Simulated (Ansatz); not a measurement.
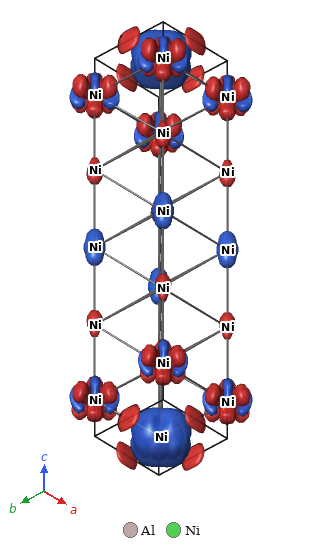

Figure 1: Al2Ni3. Isosurfaces of the spin density at +0.008 (blue) and −0.008 e/Å³ (red), seen at an oblique angle. Sticks mark near contacts.

Space group P4/mmm; a structure from a database of computed crystals, not necessarily the ambient phase; spin-polarised.

These are results of Ansatz 0.2.0, DFT r2SCAN, scalar-relativistic, plane waves, PAW, not measurements.

In a PAW calculation such maps are meaningful between the atoms, not at the nuclei.

```yaml
crystal:
  lattice:
    - [2.86174, 0.00000, 0.00000]
    - [0.00000, 2.86174, 0.00000]
    - [0.00000, 0.00000, 14.00633]
  atoms:
    - { symbol: Al, position: [0.50000, 0.50000, 0.19095] }
    - { symbol: Al, position: [0.50000, 0.50000, 0.39745] }
    - { symbol: Al, position: [0.50000, 0.50000, 0.60255] }
    - { symbol: Al, position: [0.50000, 0.50000, 0.80905] }
    - { symbol: Ni, position: [0.00000, 0.00000, 0.90398] }
    - { symbol: Ni, position: [0.00000, 0.00000, 0.09602] }
    - { symbol: Ni, position: [0.00000, 0.00000, 0.29504] }
    - { symbol: Ni, position: [0.00000, 0.00000, 0.50000] }
    - { symbol: Ni, position: [0.00000, 0.00000, 0.70496] }
    - { symbol: Ni, position: [0.50000, 0.50000, 0.00000] }
```

### Describe the spin distribution.

The spin density sits on Ni: +0.5 μB in one cell of 10 atoms: parallel main moments, as they must be, since the calculation's own cell holds one magnetic site. The cell of the calculation (10 atoms) carries 0.5 μB of net spin moment.
